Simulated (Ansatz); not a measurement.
Consider Ti (slab).

Input

```
crystal:
  lattice:
    - [6.5106718526, 0.0, 0.0]
    - [0.0, 6.5106718526, 0.0]
    - [0.0, 0.0, 20.1793673972]
  atoms:
    - { symbol: Ti, position: [0.25, 0.25, 0.1982222694] }
    - { symbol: Ti, position: [0.25, 0.75, 0.1982222694] }
    - { symbol: Ti, position: [0.75, 0.25, 0.1982222694] }
    - { symbol: Ti, position: [0.75, 0.75, 0.1982222694] }
    - { symbol: Ti, position: [0.0, 0.0, 0.2788822788] }
    - { symbol: Ti, position: [0.0, 0.5, 0.2788822788] }
    - { symbol: Ti, position: [0.5, 0.0, 0.2788822788] }
    - { symbol: Ti, position: [0.5, 0.5, 0.2788822788] }
    - { symbol: Ti, position: [0.25, 0.25, 0.3551865244] }
    - { symbol: Ti, position: [0.25, 0.75, 0.3551865244] }
    - { symbol: Ti, position: [0.75, 0.25, 0.3551865244] }
    - { symbol: Ti, position: [0.75, 0.75, 0.3551865244] }
    - { symbol: Ti, position: [0.0, 0.0, 0.4301109755] }
    - { symbol: Ti, position: [0.0, 0.5, 0.4301109755] }
    - { symbol: Ti, position: [0.5, 0.0, 0.4301109755] }
    - { symbol: Ti, position: [0.5, 0.5, 0.4301109755] }
basis:
  ecutwfc: 420
kpoints:
  mp_grid: { grid: [4, 4, 1] }
hamiltonian:
  xc: pbe
  pseudopotentials: { kind: paw, azcp: { folder: soft_1 } }
scf:
  occupations: { method: gaussian, width: 0.1 }
output:
  forces: true
  eigenvalues: true
  write_density: true
  write_potential: true
  elf: true
  volumetric_format: npy
efield:
  axis: 3
  dipole_correction: true
  ramp_width: 0.04
```

Command:

```sh
ansatz run input.yaml --threads 4 --pin off --max-ram 12288MiB --backend cpu --events-out ev --progress --plain --runs-dir out
```

Not relaxed (largest force 0.6 eV/Å); computed without spin polarisation; PAW files of the earlier set (soft_1).

Theory: DFT PBE, scalar-relativistic, plane waves, PAW (Ansatz).

What can the converged valence pseudo-density and electron localisation function tell about the bonding?

Answer. Ti–Ti (3.05 Å): ρ at the midpoint is about 0.21 e/Å³; the ELF is about 0.40 at the midpoint.

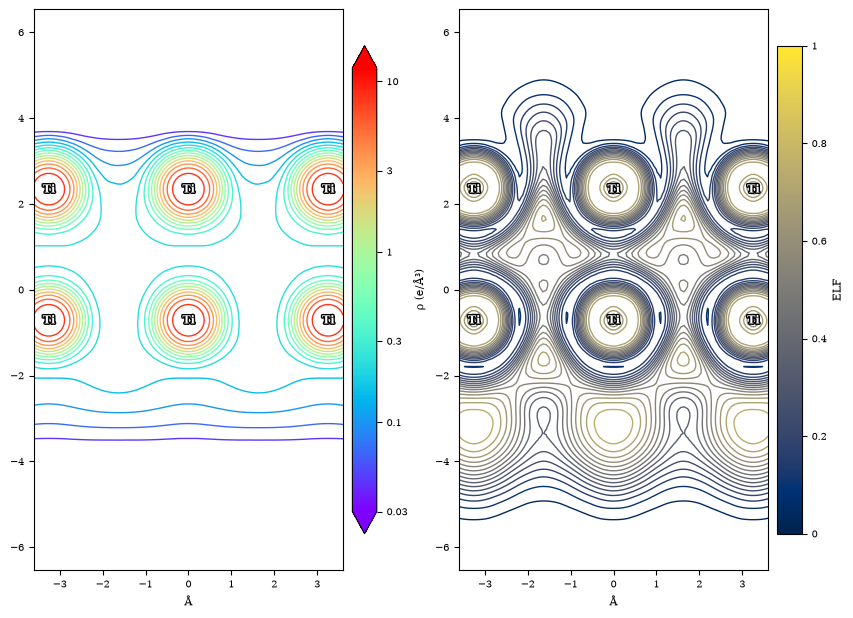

Computed valence pseudo-density and electron localisation function on the (100) plane of the calculation cell, a cut from vacuum to vacuum, in this order. 
